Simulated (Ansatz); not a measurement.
# Run report: SnO, single-point calculation

System: SnO (Cmc2₁, 64 atoms in the cell).
Method: DFT PBE, scalar-relativistic, plane waves, PAW, no spin polarisation (Ansatz 0.2.0).

The structure derives from an entry of the Crystallography Open Database.

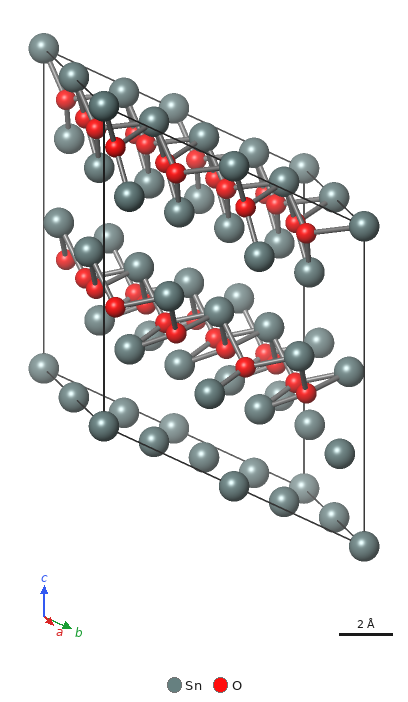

**Figure 1.** The structure as given in the input (ball-and-stick view of the cell of the calculation, seen slightly off an axis). An atom can appear more than once, as a periodic image.

Input file:
```yaml
crystal:
  lattice:
    - [-10.0, 0.0, 0.0]
    - [0.0, -11.44, 0.0]
    - [0.0, 5.72, 11.12]
  atoms:
    - { symbol: Sn, position: [0.0, 0.0, 0.0] }
    - { symbol: Sn, position: [0.0, 0.5, 0.0] }
    - { symbol: Sn, position: [0.75, 0.75, 0.0] }
    - { symbol: Sn, position: [0.75, 0.25, 0.0] }
    - { symbol: Sn, position: [0.5, 0.5, 0.0] }
    - { symbol: Sn, position: [0.5, 0.0, 0.0] }
    - { symbol: Sn, position: [0.25, 0.25, 0.0] }
    - { symbol: Sn, position: [0.25, 0.75, 0.0] }
    - { symbol: Sn, position: [0.0, 0.25, 0.5] }
    - { symbol: Sn, position: [0.0, 0.75, 0.5] }
    - { symbol: Sn, position: [0.75, 0.0, 0.5] }
    - { symbol: Sn, position: [0.75, 0.5, 0.5] }
    - { symbol: Sn, position: [0.5, 0.75, 0.5] }
    - { symbol: Sn, position: [0.5, 0.25, 0.5] }
    - { symbol: Sn, position: [0.25, 0.5, 0.5] }
    - { symbol: Sn, position: [0.25, 0.0, 0.5] }
    - { symbol: Sn, position: [0.75, 0.1565, 0.254] }
    - { symbol: Sn, position: [0.75, 0.6565, 0.254] }
    - { symbol: Sn, position: [0.5, 0.9065, 0.254] }
    - { symbol: Sn, position: [0.5, 0.4065, 0.254] }
    - { symbol: Sn, position: [0.25, 0.6565, 0.254] }
    - { symbol: Sn, position: [0.25, 0.1565, 0.254] }
    - { symbol: Sn, position: [0.0, 0.4065, 0.254] }
    - { symbol: Sn, position: [0.0, 0.9065, 0.254] }
    - { symbol: Sn, position: [0.75, 0.3475, 0.754] }
    - { symbol: Sn, position: [0.75, 0.8475, 0.754] }
    - { symbol: Sn, position: [0.5, 0.0975, 0.754] }
    - { symbol: Sn, position: [0.5, 0.5975, 0.754] }
    - { symbol: Sn, position: [0.25, 0.8475, 0.754] }
    - { symbol: Sn, position: [0.25, 0.3475, 0.754] }
    - { symbol: Sn, position: [0.0, 0.5975, 0.754] }
    - { symbol: Sn, position: [0.0, 0.0975, 0.754] }
    - { symbol: O, position: [0.66, 0.315, 0.38] }
    - { symbol: O, position: [0.66, 0.815, 0.38] }
    - { symbol: O, position: [0.41, 0.065, 0.38] }
    - { symbol: O, position: [0.41, 0.565, 0.38] }
    - { symbol: O, position: [0.16, 0.815, 0.38] }
    - { symbol: O, position: [0.16, 0.315, 0.38] }
    - { symbol: O, position: [0.91, 0.565, 0.38] }
    - { symbol: O, position: [0.91, 0.065, 0.38] }
    - { symbol: O, position: [0.84, 0.315, 0.88] }
    - { symbol: O, position: [0.84, 0.815, 0.88] }
    - { symbol: O, position: [0.59, 0.065, 0.88] }
    - { symbol: O, position: [0.59, 0.565, 0.88] }
    - { symbol: O, position: [0.34, 0.815, 0.88] }
    - { symbol: O, position: [0.34, 0.315, 0.88] }
    - { symbol: O, position: [0.09, 0.565, 0.88] }
    - { symbol: O, position: [0.09, 0.065, 0.88] }
    - { symbol: O, position: [0.84, 0.315, 0.38] }
    - { symbol: O, position: [0.84, 0.815, 0.38] }
    - { symbol: O, position: [0.59, 0.065, 0.38] }
    - { symbol: O, position: [0.59, 0.565, 0.38] }
    - { symbol: O, position: [0.34, 0.815, 0.38] }
    - { symbol: O, position: [0.34, 0.315, 0.38] }
    - { symbol: O, position: [0.09, 0.565, 0.38] }
    - { symbol: O, position: [0.09, 0.065, 0.38] }
    - { symbol: O, position: [0.66, 0.315, 0.88] }
    - { symbol: O, position: [0.66, 0.815, 0.88] }
    - { symbol: O, position: [0.41, 0.065, 0.88] }
    - { symbol: O, position: [0.41, 0.565, 0.88] }
    - { symbol: O, position: [0.16, 0.815, 0.88] }
    - { symbol: O, position: [0.16, 0.315, 0.88] }
    - { symbol: O, position: [0.91, 0.565, 0.88] }
    - { symbol: O, position: [0.91, 0.065, 0.88] }
basis:
  ecutwfc: 420
  fft_grid_basis: typed
kpoints:
  mp_grid: { grid: [1, 1, 1] }
hamiltonian:
  xc: pbe
  pseudopotentials: { kind: paw }
scf:
  occupations: { method: gaussian, width: 0.05 }
output:
  forces: true
  stress: false
  eigenvalues: true
  bader: false
  write_density: true
  volumetric_format: npy
```

Launched with:
```bash
ansatz run input.yaml --threads 8 --pin off --max-ram 16384MiB --backend cpu --events-out ev --progress --plain --runs-dir out
```

Log:
```
Engine: ansatz 0.2.0, aarch64-unknown-linux-gnu
Pseudopotentials: kind: paw
Pseudopotential: Sn, paw, valence charge 14, recommended cutoff 420 eV (normal), Sn.paw.azcp
Pseudopotential: O, paw, valence charge 6, recommended cutoff 420 eV (normal), O.paw.azcp
Functional definition: PBE
  parameter kappa = 0.804
  parameter beta = 0.06672455060314922
  exchange = pbe_x(kappa = kappa, mu = beta*pi^2/3)
  correlation = pbe_c(beta = beta)
Crystal: 64 atoms, lattice volume = 1272.128 Å³
Basis set: ecut = 420 eV, 24819 PW (Γ), exchange–correlation on 144×160×180 points (8 copies of the dense FFT grid, shifted against one another)
Bands: 384, of which v1, the nominal top of the filled ones, is band 320 counted from 1 (319 counted from 0)
Symmetry: 32 space group operations
Space group: Cmc21 (ITA 36), of the structure as read, at distance tolerance 1.1e-4 Å
k-points: 1
Non-local potential: Sn, projectors of the file, l = 0: 2, l = 1: 2, l = 2: 2, l = 3: 2
Non-local potential: O, projectors of the file, l = 0: 2, l = 1: 2, l = 2: 1
PAW form: soft (Blöchl's): semilocal exchange-correlation on the pseudo side does not see the compensation charge
PAW one-centre angular grid: Sn, 590 points (default); XC on 64 Gauss nodes
PAW one-centre angular grid: O, 110 points (default); XC on 64 Gauss nodes
Initial density: superposition of atomic densities (neutral atoms: chi_scale 0, normalization atom), corrected by the library's trained network
Initial wavefunctions: pseudopotential atomic-orbital guess
Functional: x = pbe(κ = 0.804, μ = 0.2195149727645171), c = pbe(β = 0.06672455060314922)
SCF iter   1: F=—  HF=-210873.833482 eV  |F-HF|=—  |Δ(HF+E_count)|=         —  Δρ=1.12e-2  dr2=9.88e-1  ethr=1.77e-3  ⟨swp⟩=6.0  Hψ=1470  notcnv=0  defer=3
preconditioner: auto → LDOS  [insulator: Δε(μ)=0.448 eV  Ē_g=17.182 eV  σ=0.050 eV  W_gap=0.75  n_scr=306 (ndim 8)  ℏωp=26.3 eV  f_vac=0.030  D(μ)=73.43/eV (n_scr^D=736)  ε∞_Penn≈3.3  β→1.0]
SCF iter   2: F=—  HF=-210873.679594 eV  |F-HF|=—  |Δ(HF+E_count)|=   1.54e-1  Δρ=2.93e-3  dr2=1.47e-1  ethr=1.54e-4  ⟨swp⟩=3.0  Hψ=527  notcnv=0  defer=55
SCF iter   3: F=—  HF=-210873.712638 eV  |F-HF|=—  |Δ(HF+E_count)|=   3.30e-2  Δρ=2.33e-3  dr2=1.20e-1  ethr=2.30e-5  ⟨swp⟩=3.0  Hψ=659  notcnv=0  defer=55
SCF iter   4: F=—  HF=-210873.691955 eV  |F-HF|=—  |Δ(HF+E_count)|=   2.07e-2  Δρ=7.72e-4  dr2=9.60e-3  ethr=1.87e-5  ⟨swp⟩=3.0  Hψ=650  notcnv=0  defer=55
SCF iter   5: F=—  HF=-210873.691233 eV  |F-HF|=—  |Δ(HF+E_count)|=   7.21e-4  Δρ=2.21e-4  dr2=6.53e-4  ethr=1.50e-6  ⟨swp⟩=2.0  Hψ=441  notcnv=0  defer=55
SCF iter   6: F=—  HF=-210873.690920 eV  |F-HF|=—  |Δ(HF+E_count)|=   3.13e-4  Δρ=4.15e-5  dr2=1.71e-5  ethr=1.02e-7  ⟨swp⟩=2.0  Hψ=617  notcnv=0  defer=55
SCF iter   7: F=—  HF=-210873.687284 eV  |F-HF|=—  |Δ(HF+E_count)|=   3.64e-3  Δρ=1.48e-5  dr2=1.09e-6  ethr=2.67e-9  ⟨swp⟩=2.0  Hψ=705  notcnv=0  defer=55
SCF iter   8: F=-210873.687286 eV  HF=-210873.687286 eV  |F-HF|=4.60e-9  |Δ(HF+E_count)|=   1.89e-6  Δρ=2.96e-6  dr2=7.94e-8  ethr=1.56e-11  ⟨swp⟩=11.0  Hψ=2211  notcnv=0
SCF 1 converged in 8 iterations: F = -210873.687286 eV  dr2 = 7.94e-8
  greatest PAW one-centre occupation: 0.993 electrons in one spin orbital (limit 2), on the Sn atom at site 15 (counted from 0), in its partial waves of l = 2
SCF converged after 8 iterations
Free energy (F): -210873.687286 eV
Harris-Foulkes:  -210873.687286 eV  (|F-HF|=4.60e-9)
Internal energy: -210873.595871 eV  (E = F + TS)
E sigma→0 (E₀):  -210873.641579 eV
Entropy (-TS):   -0.091415 eV (-1.428 meV/atom)
Fermi energy:    8.884470 eV
--- Per-component energies (eV) ---
  E_band       = -3909.152877
  E_kinetic    = 11600.086840
  E_local      = -49221.473804  (includes V_loc(G=0)·N_el)
  E_nonlocal   = 527.001999
  E_hartree    = 25875.179533
  E_xc         = -14600.531110
  E_vxc        = -6078.626196  (∫ρ·V_xc dr)
  E_paw        = -137406.687839  (= ΣΔE_a)
  E_vpaw       = -12486.586928  (= ΣTr[D̂ρ^β])
  E_aug_tail   = 0.076892  (compensation charges beyond the density's cutoff)
  E_ewald      = -47647.248382
  E_smearing   = -0.091415  (= −TS)
  E_closure    = -0.000000  (closes the sum)
  Σ components = -210873.687286   (vs F -210873.687286, Δ=0.00e0)
--- Forces (eV/Å), atoms counted from 1 ---
  atom   1  Sn     0.00000000     0.78994149    -0.91359704
  atom   2  Sn     0.00000000     0.78994149    -0.91359704
  atom   3  Sn    -0.00000000     0.78994149    -0.91359704
  atom   4  Sn    -0.00000000     0.78994149    -0.91359704
  atom   5  Sn    -0.00000000     0.78994149    -0.91359704
  atom   6  Sn    -0.00000000     0.78994149    -0.91359704
  atom   7  Sn    -0.00000000     0.78994149    -0.91359704
  atom   8  Sn     0.00000000     0.78994149    -0.91359704
  atom   9  Sn    -0.00000000    -0.78994149    -0.91359704
  atom  10  Sn     0.00000000    -0.78994149    -0.91359704
  atom  11  Sn     0.00000000    -0.78994149    -0.91359704
  atom  12  Sn    -0.00000000    -0.78994149    -0.91359704
  atom  13  Sn     0.00000000    -0.78994149    -0.91359704
  atom  14  Sn     0.00000000    -0.78994149    -0.91359704
  atom  15  Sn     0.00000000    -0.78994149    -0.91359704
  atom  16  Sn    -0.00000000    -0.78994149    -0.91359704
  atom  17  Sn    -0.00000000     2.23480107    -1.21241206
  atom  18  Sn    -0.00000000     2.23480107    -1.21241206
  atom  19  Sn    -0.00000000     2.23480107    -1.21241206
  atom  20  Sn    -0.00000000     2.23480107    -1.21241206
  atom  21  Sn     0.00000000     2.23480107    -1.21241206
  atom  22  Sn    -0.00000000     2.23480107    -1.21241206
  atom  23  Sn     0.00000000     2.23480107    -1.21241206
  atom  24  Sn     0.00000000     2.23480107    -1.21241206
  atom  25  Sn     0.00000000    -2.23480107    -1.21241206
  atom  26  Sn     0.00000000    -2.23480107    -1.21241206
  atom  27  Sn     0.00000000    -2.23480107    -1.21241206
  atom  28  Sn     0.00000000    -2.23480107    -1.21241206
  atom  29  Sn    -0.00000000    -2.23480107    -1.21241206
  atom  30  Sn     0.00000000    -2.23480107    -1.21241206
  atom  31  Sn    -0.00000000    -2.23480107    -1.21241206
  atom  32  Sn    -0.00000000    -2.23480107    -1.21241206
  atom  33  O      8.97644714    -0.60555890     1.06299267
  atom  34  O      8.97644714    -0.60555890     1.06299267
  atom  35  O      8.97644714    -0.60555890     1.06299267
  atom  36  O      8.97644714    -0.60555890     1.06299267
  atom  37  O      8.97644714    -0.60555890     1.06299267
  atom  38  O      8.97644714    -0.60555890     1.06299267
  atom  39  O      8.97644714    -0.60555890     1.06299267
  atom  40  O      8.97644714    -0.60555890     1.06299267
  atom  41  O     -8.97644714     0.60555890     1.06299267
  atom  42  O     -8.97644714     0.60555890     1.06299267
  atom  43  O     -8.97644714     0.60555890     1.06299267
  atom  44  O     -8.97644714     0.60555890     1.06299267
  atom  45  O     -8.97644714     0.60555890     1.06299267
  atom  46  O     -8.97644714     0.60555890     1.06299267
  atom  47  O     -8.97644714     0.60555890     1.06299267
  atom  48  O     -8.97644714     0.60555890     1.06299267
  atom  49  O     -8.97644714    -0.60555890     1.06299267
  atom  50  O     -8.97644714    -0.60555890     1.06299267
  atom  51  O     -8.97644714    -0.60555890     1.06299267
  atom  52  O     -8.97644714    -0.60555890     1.06299267
  atom  53  O     -8.97644714    -0.60555890     1.06299267
  atom  54  O     -8.97644714    -0.60555890     1.06299267
  atom  55  O     -8.97644714    -0.60555890     1.06299267
  atom  56  O     -8.97644714    -0.60555890     1.06299267
  atom  57  O      8.97644714     0.60555890     1.06299267
  atom  58  O      8.97644714     0.60555890     1.06299267
  atom  59  O      8.97644714     0.60555890     1.06299267
  atom  60  O      8.97644714     0.60555890     1.06299267
  atom  61  O      8.97644714     0.60555890     1.06299267
  atom  62  O      8.97644714     0.60555890     1.06299267
  atom  63  O      8.97644714     0.60555890     1.06299267
  atom  64  O      8.97644714     0.60555890     1.06299267
  max |Σ_I F_I| component: 3.80e-4 eV/Å
--- Band table (eV) ---
  k-point 0: bands = ["-14.0941", "-14.0862", "-14.0371", "-14.0371", "-14.0335", "-14.0335", "-14.0335", "-14.0335", "-14.0309", "-14.0309", ... 174 levels left out ..., "-8.5613", "-8.5613", "-8.4145", "-8.4145", "-8.4145", "-8.4145", "-8.1775", "-8.1764", "-1.1518", "-0.6734", "-0.6424", "-0.6424", "-0.6424", "-0.6424", "-0.5832", "-0.5832", "-0.5768", "-0.3766", "-0.3233", "-0.3233", "-0.2551", "-0.2551", "-0.2551", "-0.2551", "0.9369", "0.9529", "0.9947", "1.5087", "1.5087",
      "1.5087", "1.5087", "1.9453", "2.0472", "2.0472", "2.1420", "2.1420", "2.1420", "2.1420", "2.2663", "2.2663", "2.3203", "2.3203", "2.3203", "2.3203", "2.4877", "2.5209", "2.6644", "2.6644", "2.6848", "2.6848", "2.6966", "2.9482", "2.9482", "2.9482", "2.9482", "3.0222", "3.0222", "3.1191", "3.1191", "3.1191", "3.1191", "3.6793", "3.6793", "3.7219", "3.7821", "3.7857", "3.7990", "4.0548", "4.0548",
      "4.0548", "4.0548", "4.0645", "4.1662", "4.1662", "4.1692", "4.1692", "4.2276", "4.2283", "4.2283", "4.2283", "4.2283", "4.2392", "4.2392", "4.2392", "4.2392", "4.2918", "4.4053", "4.9963", "5.0452", "5.0452", "5.0452", "5.0452", "5.2892", "5.2892", "5.3183", "5.3677", "5.3677", "5.3677", "5.3677", "5.4572", "5.4572", "5.5343", "5.5502", "5.5887", "5.9303", "5.9303", "5.9303", "5.9303", "5.9957",
      "6.2153", "6.2153", "6.2153", "6.2153", "6.2166", "6.2166", "6.4757", "6.4773", "6.9483", "6.9483", "7.0166", "7.0166", "7.1259", "7.1259", "7.2590", "7.4214", "7.4214", "7.4214", "7.4214", "7.9735", "8.1443", "8.7450", "8.7804", "8.8002", "8.8603", "8.8603", "8.8603", "8.8603", "9.1816", "9.2551", "9.2894", "9.2894", "9.4889", "9.4889", "9.4889", "9.4889", "9.6927", "9.9304", "9.9304", "10.0190",
      "10.0190", "10.1793", "10.1793", "10.1810", "10.1810", "10.1810", "10.1810", "10.2134", "10.2644", "10.2644", "10.2644", "10.2644", "10.2983", "10.2983", "10.2983", "10.2983", "10.3099", "10.7344", "10.7344", "10.7344", "10.7344", "11.0591", "11.1574", "11.2800", "11.3682", "11.3682", "11.3784", "11.3784", "11.4198", "11.8182", "11.9225", "12.0308", "12.1751", "12.1751", "12.3623", "12.4553", "12.4553", "12.4553", "12.4553", "12.5840",
      "12.9924", "12.9924", "13.0524", "13.0524", "13.0524", "13.0524", "13.0602", "13.0602", "13.0602", "13.0602", "13.0883"]
```

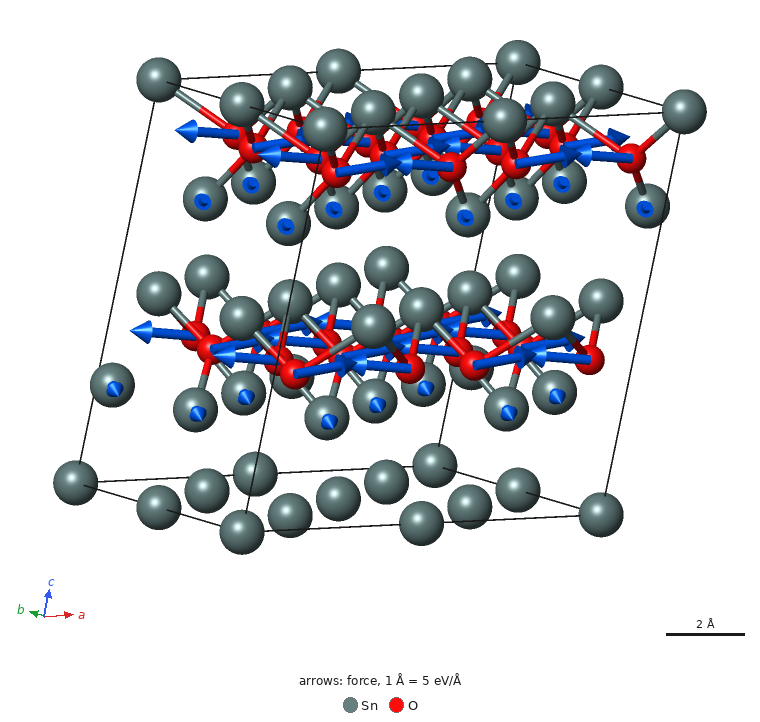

**Figure 2.** Forces on the atoms as blue arrows (ball-and-stick view of the cell of the calculation, seen slightly off an axis). The largest act on all 32 O atoms (9.06 eV/Å). Atoms are counted from 1 in the order of the input and aren't labelled in the picture. 

Summary:

| quantity | value |
| --- | --- |
| outcome | converged |
| space group (tolerance 0.01 Å) | Cmc2₁ (36) |
| electrons treated | 640 |
| free energy | −210873.6873 eV |
| Fermi energy | 8.884 eV |
| gap on the k-point mesh | none (metallic) |
| largest force (length of the vector) | 9.059 eV/Å |
| hardware | 8 threads of Arm Neoverse V1, 24 GiB of memory available, shared host |
| wall time | 7.7 s (CPU time 55 s) |
| peak memory | 1.7 GiB |

Remarks:

The k-point mesh is coarse for a cell of this size, so the results may not be converged.
